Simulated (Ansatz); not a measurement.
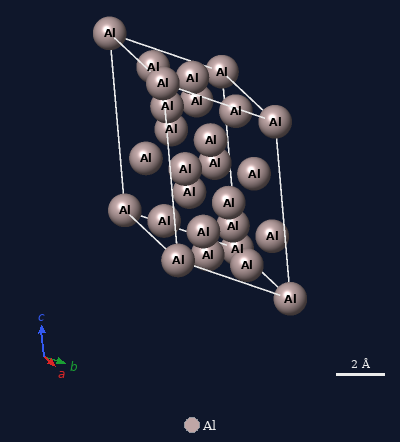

*The starting structure (spheres-only view of the cell of the calculation, seen slightly off an axis).*

## Al: geometry relaxation (part 1 of 2)

Al (defect cell, 19 atoms in the cell), computed with DFT PBEsol, scalar-relativistic, plane waves, PAW, no spin polarisation (Ansatz 0.2.0).

The structure derives from an entry of the Crystallography Open Database. It belongs to a series of runs on one base structure; here: Al vacancy after atom 1 has jumped, atoms relaxed.

## Input file
```yaml
crystal:
  lattice:
    - [6.0233342682, 2.0077780894, 4.0155561788]
    - [-6.0233342682, -2.0077780894, 4.0155561788]
    - [2.0077780894, -6.0233342682, -4.0155561788]
  atoms:
    - { symbol: Al, position: [0.05, 0.35, 0.9] }
    - { symbol: Al, position: [0.6, 0.2, 0.8] }
    - { symbol: Al, position: [0.1, 0.7, 0.8] }
    - { symbol: Al, position: [0.2, 0.4, 0.6] }
    - { symbol: Al, position: [0.3, 0.1, 0.4] }
    - { symbol: Al, position: [0.55, 0.85, 0.9] }
    - { symbol: Al, position: [0.65, 0.55, 0.7] }
    - { symbol: Al, position: [0.75, 0.25, 0.5] }
    - { symbol: Al, position: [0.0, 0.0, 0.0] }
    - { symbol: Al, position: [0.25, 0.75, 0.5] }
    - { symbol: Al, position: [0.35, 0.45, 0.3] }
    - { symbol: Al, position: [0.45, 0.15, 0.1] }
    - { symbol: Al, position: [0.7, 0.9, 0.6] }
    - { symbol: Al, position: [0.8, 0.6, 0.4] }
    - { symbol: Al, position: [0.9, 0.3, 0.2] }
    - { symbol: Al, position: [0.4, 0.8, 0.2] }
    - { symbol: Al, position: [0.5, 0.5, 1.0] }
    - { symbol: Al, position: [0.85, 0.95, 0.3] }
    - { symbol: Al, position: [0.95, 0.65, 0.1] }
basis:
  ecutwfc: 420
kpoints:
  mp_grid: { grid: [4, 4, 4] }
hamiltonian:
  xc: pbesol
scf:
  occupations: { method: gaussian, width: 0.1 }
output:
  forces: true
  stress: true
  eigenvalues: true
  write_density: true
  write_potential: true
  elf: true
  volumetric_format: npy
relax:
  adjacent_minimum: "off"
  f_tol: 0.02
  max_steps: 50
```

Command:
```bash
ansatz run input.yaml --threads 4 --pin off --max-ram 9216MiB --backend cpu --events-out ev --progress --plain --runs-dir out
```

## Output
```
Warning: output.stress: scf.convergence.dr2_threshold = 1e-7 eV (the SCF's general default) is looser than the 1.9e-9 eV advised for a printed stress (1e-10 eV for each atom of the cell: 19). What an SCF threshold leaves in a stress goes as its square root, and in the free energy as the threshold itself, and one threshold admits the most on a small cell: of the crystals measured, under no hybrid functional and no lock of the moments, on runs that ended without the residual-converged pass, on stresses that held no estimate of that error, the worst erred by over 100 MPa in a component at 1e-7 eV an atom and by under 5 at 1e-10. Every solve of this run answers to scf.convergence.dr2_threshold, and the tensor of one is reported: a single SCF on the reported geometry and on this run's grids (its basis.xc_grid and basis.ecutrho_ratio typed), with scf.convergence.dr2_threshold at 1.9e-9 eV or tighter, prints it and tightens no other solve. Else set scf.convergence.dr2_threshold to 1.9e-9 eV or tighter. The threshold is an SCF's pass mark: one that does not reach it within its budget of iterations ends unconverged, or closes short of it on a stop that the run arms, and scf.convergence.dr2_threshold's page says what that costs each kind of run
Engine: ansatz 0.2.0, aarch64-unknown-linux-gnu
Pseudopotentials: kind: paw
Pseudopotential: Al, paw, valence charge 3, recommended cutoff 420 eV (normal), Al.paw.azcp
Functional definition: PBEsol
  exchange = pbesol_x
  correlation = pbesol_c
Crystal: 19 atoms, lattice volume = 323.748 Å³
Basis set: ecut = 420 eV, 6353 PW (Γ), exchange–correlation on 108×108×108 points (8 copies of the dense FFT grid, shifted against one another)
Bands: 48, of which v1, the nominal top of the filled ones, is band 29 counted from 1 (28 counted from 0)
Symmetry: 8 space group operations
Space group: I4/m (ITA 87), of the structure as read, at distance tolerance 6.9e-5 Å
k-points: 14 of 64
Non-local potential: Al, projectors of the file, l = 0: 2, l = 1: 2, l = 2: 1
PAW form: soft (Blöchl's): semilocal exchange-correlation on the pseudo side does not see the compensation charge
PAW frozen core: Al, regenerated for the run's functional, and the local potential with it (the file was generated under x = pbe(κ = 0.804, μ = 0.2195149727645171), c = pbe(β = 0.06672455060314922))
PAW one-centre angular grid: Al, 110 points (default); XC on 64 Gauss nodes
Initial density: superposition of atomic densities (neutral atoms: chi_scale 0, normalization atom), corrected by the library's trained network
Initial wavefunctions: pseudopotential atomic-orbital guess
Functional: x = pbesol(κ = 0.804, μ = 0.12345679012345678), c = pbesol(β = 0.046)
SCF iter   1: F=—  HF=-9965.573107 eV  |F-HF|=—  |Δ(HF+E_count)|=         —  Δρ=1.20e-3  dr2=8.77e-3  ethr=1.77e-3  ⟨swp⟩=7.6  Hψ=3465  notcnv=0  defer=6
preconditioner: auto → Kerker (q_TF=auto, 2.043 Å⁻¹)  [metal: Δε(μ)=0.037 eV  Ē_g=6.712 eV  σ=0.100 eV  W_gap=0.20  n_scr=46 (ndim 8)  ℏωp=15.6 eV  f_vac=0.000  D(μ)=5.55/eV (n_scr^D=34)]
SCF iter   2: F=—  HF=-9965.573140 eV  |F-HF|=—  |Δ(HF+E_count)|=   3.30e-5  Δρ=7.56e-4  dr2=3.27e-3  ethr=1.54e-5  ⟨swp⟩=2.1  Hψ=1181  notcnv=0  defer=7
SCF iter   3: F=—  HF=-9965.573375 eV  |F-HF|=—  |Δ(HF+E_count)|=   2.35e-4  Δρ=1.18e-4  dr2=1.63e-4  ethr=5.73e-6  ⟨swp⟩=2.4  Hψ=800  notcnv=0  defer=7
SCF iter   4: F=—  HF=-9965.573384 eV  |F-HF|=—  |Δ(HF+E_count)|=   9.70e-6  Δρ=5.99e-5  dr2=4.12e-5  ethr=2.85e-7  ⟨swp⟩=2.4  Hψ=849  notcnv=0  defer=7
iter 5 did not close the SCF: its close was put off for the readings that it lacked (scf_convergence_deferred on its scf_iter line)
SCF iter   5: F=-9965.573388 eV  HF=-9965.573388 eV  |F-HF|=3.12e-7  |Δ(HF+E_count)|=   3.36e-6  Δρ=1.27e-5  dr2=1.27e-6  ethr=7.23e-8  ⟨swp⟩=2.3  Hψ=788  notcnv=0  defer=7
SCF iter   6: F=-9965.573388 eV  HF=-9965.573388 eV  |F-HF|=1.92e-8  |Δ(HF+E_count)|=   1.32e-7  Δρ=2.61e-6  dr2=4.05e-8  ethr=2.22e-9  ⟨swp⟩=15.4  Hψ=5174  notcnv=0
the search or the solves at the SCF's close seem to have found levels that the self-consistency loop had missed (the run counts 1). By its estimate they hold under 1e-12 electrons; where the run keeps them, the occupations were computed again with them
SCF 1 converged in 6 iterations: F = -9965.573388 eV  dr2 = 4.05e-8
  greatest PAW one-centre occupation: 0.452 electrons in one spin orbital (limit 2), on the Al atom at site 15 (counted from 0), in its partial waves of l = 0
relax step   1: F+E_penalty+E_count = -9965.57338769 eV  Δ(F+E_penalty+E_count) = +0.000e0 eV  max|allowed force component| = 1.832e-1 eV/Å  Δτ_max = 0.0000 Å  (6 SCF iters, dr2 threshold 1.00e-5 eV, accepted)
Initial density: handed on by an earlier stage of this run
Initial wavefunctions: those handed on with the density
iter 1 solved again at ethr=1.66e-4 eV; its pass at ethr=3.10e-3 eV (dr2=9.47e-2 eV) is discarded
SCF iter   1: F=—  HF=-9965.653099 eV  |F-HF|=—  |Δ(HF+E_count)|=         —  Δρ=2.50e-3  dr2=9.66e-2  ethr=1.66e-4  ⟨swp⟩=1.0  Hψ=2257  notcnv=0  defer=155
preconditioner: auto → Kerker (q_TF=auto, 2.043 Å⁻¹)  [metal: Δε(μ)=0.029 eV  Ē_g=6.711 eV  σ=0.100 eV  W_gap=0.16  n_scr=46 (ndim 8)  ℏωp=15.6 eV  f_vac=0.000  D(μ)=6.64/eV (n_scr^D=42)]
SCF iter   2: F=—  HF=-9965.637797 eV  |F-HF|=—  |Δ(HF+E_count)|=   1.53e-2  Δρ=1.40e-3  dr2=3.04e-2  ethr=1.66e-4  ⟨swp⟩=1.0  Hψ=517  notcnv=0  defer=155
SCF iter   3: F=—  HF=-9965.631139 eV  |F-HF|=—  |Δ(HF+E_count)|=   6.66e-3  Δρ=1.45e-4  dr2=9.42e-5  ethr=5.34e-5  ⟨swp⟩=2.1  Hψ=791  notcnv=0  defer=155
SCF iter   4: F=—  HF=-9965.631158 eV  |F-HF|=—  |Δ(HF+E_count)|=   1.88e-5  Δρ=3.57e-5  dr2=1.52e-5  ethr=1.65e-7  ⟨swp⟩=2.0  Hψ=925  notcnv=0  defer=155
SCF iter   5: F=-9965.631155 eV  HF=-9965.631155 eV  |F-HF|=4.16e-8  |Δ(HF+E_count)|=   2.41e-6  Δρ=1.06e-5  dr2=8.09e-7  ethr=3.68e-9  ⟨swp⟩=18.5  Hψ=5775  notcnv=0
SCF 2 converged in 5 iterations: F = -9965.631155 eV  dr2 = 8.09e-7
  greatest PAW one-centre occupation: 0.453 electrons in one spin orbital (limit 2), on the Al atom at site 15 (counted from 0), in its partial waves of l = 0
relax step   2: F+E_penalty+E_count = -9965.63115545 eV  Δ(F+E_penalty+E_count) = -5.777e-2 eV  max|allowed force component| = 3.810e-2 eV/Å  Δτ_max = 0.0468 Å  (5 SCF iters, dr2 threshold 2.10e-6 eV, accepted)
SCF iter   1: F=—  HF=-9965.633130 eV  |F-HF|=—  |Δ(HF+E_count)|=         —  Δρ=3.43e-4  dr2=6.63e-4  ethr=8.18e-5  ⟨swp⟩=2.1  Hψ=1364  notcnv=0  defer=156
preconditioner: auto → Kerker (q_TF=auto, 2.043 Å⁻¹)  [metal: Δε(μ)=0.027 eV  Ē_g=6.704 eV  σ=0.100 eV  W_gap=0.15  n_scr=46 (ndim 8)  ℏωp=15.6 eV  f_vac=0.000  D(μ)=6.42/eV (n_scr^D=42)]
SCF iter   2: F=—  HF=-9965.633009 eV  |F-HF|=—  |Δ(HF+E_count)|=   1.21e-4  Δρ=2.11e-4  dr2=2.37e-4  ethr=1.16e-6  ⟨swp⟩=1.0  Hψ=784  notcnv=0  defer=156
SCF iter   3: F=—  HF=-9965.632943 eV  |F-HF|=—  |Δ(HF+E_count)|=   6.54e-5  Δρ=1.37e-5  dr2=1.13e-6  ethr=4.17e-7  ⟨swp⟩=2.7  Hψ=926  notcnv=0  defer=156
SCF iter   4: F=—  HF=-9965.632934 eV  |F-HF|=—  |Δ(HF+E_count)|=   9.34e-6  Δρ=3.59e-6  dr2=6.54e-8  ethr=1.75e-10  ⟨swp⟩=16.1  Hψ=5095  notcnv=0
SCF iter   5: F=-9965.632934 eV  HF=-9965.632934 eV  |F-HF|=1.19e-9  |Δ(HF+E_count)|=   1.12e-8  Δρ=7.71e-7  dr2=5.38e-9  ethr=1.15e-10  ⟨swp⟩=5.3  Hψ=3261  notcnv=0
SCF 3 converged in 5 iterations: F = -9965.632934 eV  dr2 = 5.38e-9
relax step   3: F+E_penalty+E_count = -9965.63293386 eV  Δ(F+E_penalty+E_count) = -1.778e-3 eV  max|allowed force component| = 4.395e-3 eV/Å  Δτ_max = 0.0102 Å  (5 SCF iters, accepted)
```

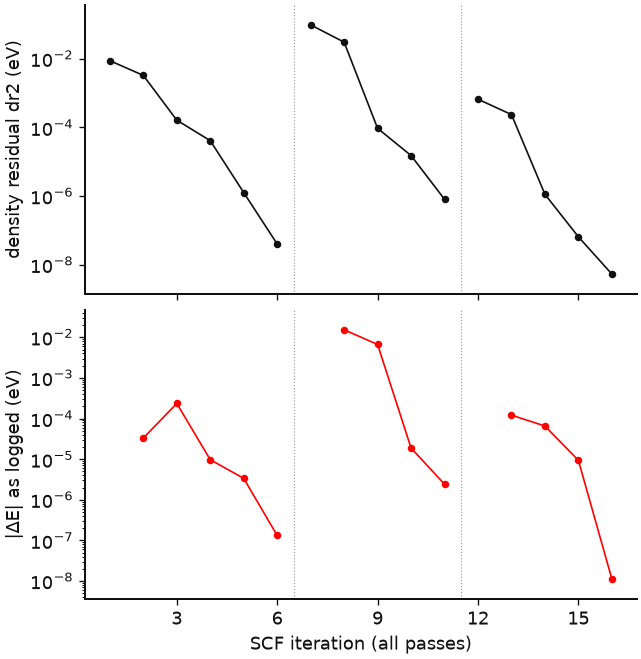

*Convergence of the self-consistent field: density residual dr2 and size of the energy change against the SCF iteration. The dotted lines part the SCF passes of the relaxation: geometry steps, rejected trials and re-solves on a re-selected basis.*

The passes take 6, 5 and 5 iterations.

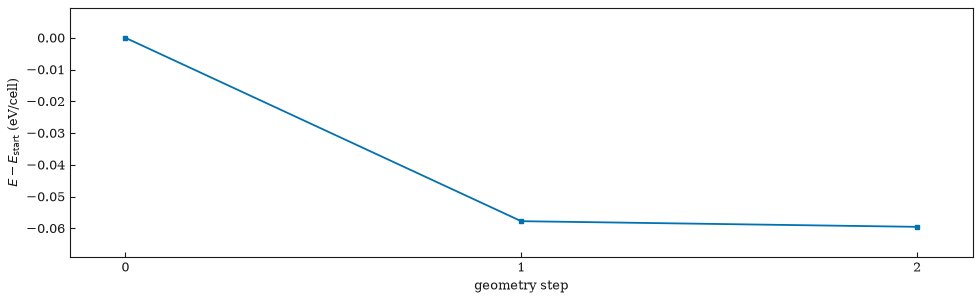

*Progress of the relaxation, step by step (the first geometry is step 0 here and step 1 in the log).*

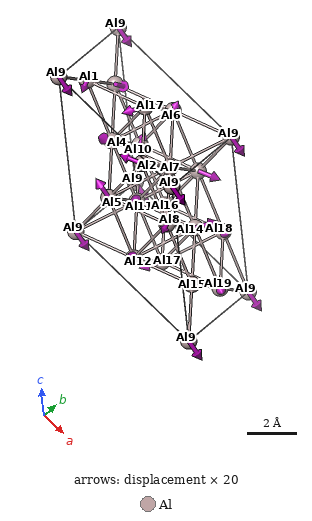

*The starting structure with the displacements as pink arrows, magnified 20 times (ball-and-stick view of the cell of the calculation, seen slightly off an axis).*

The energy falls by 59.5 meV per cell of the calculation in 2 geometry steps. Largest force component: 0.18 eV/Å at the start, 0.0044 eV/Å at the end. The largest moves, 0.052 Å, are those of 8 atoms (Al2, Al3, Al4, Al5 and others). The cell doesn't change. Among the contacts that change: Al12–Al17 2.839 → 2.787 Å, Al10–Al13 2.839 → 2.891 Å, Al14–Al17 2.839 → 2.881 Å, Al13–Al14 2.839 → 2.798 Å. (Atoms are counted from 1 in the order of the input.)

```
SCF converged after 5 iterations
Free energy (F): -9965.632934 eV
Harris-Foulkes:  -9965.632934 eV  (|F-HF|=1.19e-9)
Internal energy: -9965.600767 eV  (E = F + TS)
E sigma→0 (E₀):  -9965.616850 eV
Entropy (-TS):   -0.032167 eV (-1.693 meV/atom)
Fermi energy:    7.452449 eV
--- Per-component energies (eV) ---
  E_band       = 178.235418
  E_kinetic    = 431.076898
  E_local      = 140.833439  (includes V_loc(G=0)·N_el)
  E_nonlocal   = 197.904407
  E_hartree    = 14.308574
  E_xc         = -746.610045
  E_vxc        = -551.331882  (∫ρ·V_xc dr)
  E_paw        = -8639.686666  (= ΣΔE_a)
  E_vpaw       = -68.864946  (= ΣTr[D̂ρ^β])
  E_aug_tail   = -0.000048  (compensation charges beyond the density's cutoff)
  E_ewald      = -1363.790967
  E_core_change = 0.363642  (= ΣΔE_core)
  E_smearing   = -0.032167  (= −TS)
  E_closure    = 0.000000  (closes the sum)
  Σ components = -9965.632934   (vs F -9965.632934, Δ=0.00e0)
--- Forces (eV/Å), atoms counted from 1 ---
  atom   1  Al    -0.00439470    -0.00093456    -0.00000000
  atom   2  Al     0.00228141     0.00005363    -0.00201177
  atom   3  Al     0.00228141     0.00005363     0.00201177
  atom   4  Al    -0.00228141    -0.00005363    -0.00201177
  atom   5  Al    -0.00005363     0.00228141    -0.00201177
  atom   6  Al     0.00134520     0.00117269     0.00000000
  atom   7  Al     0.00000000     0.00000000     0.00000000
  atom   8  Al    -0.00134520    -0.00117269    -0.00000000
  atom   9  Al     0.00005363    -0.00228141     0.00201177
  atom  10  Al     0.00439470     0.00093456     0.00000000
  atom  11  Al     0.00117269    -0.00134520    -0.00000000
  atom  12  Al     0.00093456    -0.00439470     0.00000000
  atom  13  Al    -0.00228141    -0.00005363     0.00201177
  atom  14  Al    -0.00005363     0.00228141     0.00201177
  atom  15  Al     0.00000000     0.00000000     0.00000000
  atom  16  Al    -0.00000000    -0.00000000    -0.00000000
  atom  17  Al     0.00005363    -0.00228141    -0.00201177
  atom  18  Al    -0.00093456     0.00439470     0.00000000
  atom  19  Al    -0.00117269     0.00134520     0.00000000
  max |Σ_I F_I| component: 1.17e-17 eV/Å
--- Stress (GPa, compression-positive) ---
       -1.157842       0.000000       0.000000
       -0.000000      -1.157842       0.000000
        0.000000       0.000000      -1.318777
  P = ⅓ Tr σ = -1.2115 GPa (-12.115 kbar)
--- Band table (eV; the first three rows and the last of 14) ---
```
